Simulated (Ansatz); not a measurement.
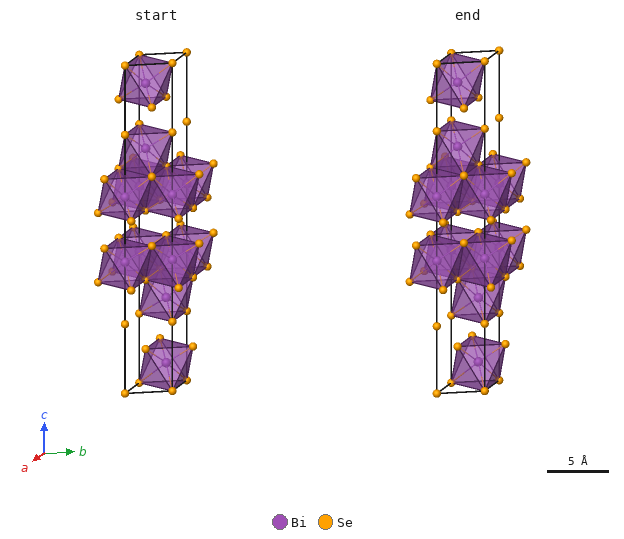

The structure of solid Bi2Se3 (set up in R-3m) before (left) and after (right) a relaxation, at one scale.

Style: polyhedral. Shown: the conventional cell (3 times the calculation's cell), slightly off an axis. Lengths and directions refer to the drawn axes.

Case: relaxed at 8 GPa.

Theory: DFT r2SCAN, scalar-relativistic, plane waves, PAW (Ansatz).

Input file:
```yaml
crystal:
  lattice:
    - [1.9979298016, 1.1535053088, 9.2322679352]
    - [-1.9979298016, 1.1535053088, 9.2322679352]
    - [0.0, -2.3070106176, 9.2322679352]
  atoms:
    - { symbol: Bi, position: [0.4006409381, 0.4006409381, 0.4006409381] }
    - { symbol: Bi, position: [0.5993590619, 0.5993590619, 0.5993590619] }
    - { symbol: Se, position: [0.0, 0.0, 0.0] }
    - { symbol: Se, position: [0.2112638859, 0.2112638859, 0.2112638859] }
    - { symbol: Se, position: [0.7887361141, 0.7887361141, 0.7887361141] }
basis:
  ecutwfc: 500
kpoints:
  mp_grid: { grid: [12, 12, 12] }
hamiltonian:
  xc: r2scan
scf:
  occupations: { method: gaussian, width: 0.02 }
output:
  forces: true
  stress: true
  eigenvalues: true
relax:
  adjacent_minimum: "off"
  f_tol: 0.008
  max_steps: 50
  cell: { stress_tol: 0.08, p_target: 8.0 }
```

Command:
```bash
ansatz run input.yaml --threads 1 --pin off --max-ram 2560MiB --backend cpu --events-out ev --progress --plain --runs-dir out
```

Summarise the run.

The run was cut off at its time limit before the relaxation converged, so the last structure is only a point on the way. After 0 accepted moves (1 points after the start) the energy has fallen by 0.101 eV per cell of the calculation. With the target pressure of 8 GPa, the enthalpy E + pV changes by +41.6 meV per cell of the calculation. The largest force component goes from 0.69 to 0.87 eV/Å. Pressure: 10.22 GPa at the start and 4.72 GPa at the end. The line search rejected the trial step at point 1 of the run. The largest moves relative to the cell, 0.20 Å, are those of Se4 and Se5. Se5 goes along +c. Largest moves by element: Se 0.20 Å, Bi 0.06 Å. The drawn cell changes as follows: a = b 3.996 → 4.029 Å (+0.8 %), c 27.697 → 27.848 Å (+0.5 %); the volume changes by +2.2 %. Near-neighbour distances that change, for instance: Bi1–Se5 2.761 → 2.861 Å, Bi1–Se3 2.966 → 3.023 Å. Among the angles between lasting bonds that change: Se4–Bi2–Se4 92.7° → 89.5°, Bi2–Se4–Bi2 92.7° → 89.5°, Se3–Bi2–Se4 91.2° → 93.4°. The space group stays R-3m (No. 166).

Limits of the set-up: layers or molecules are held without a dispersion correction, so their spacing is unreliable.
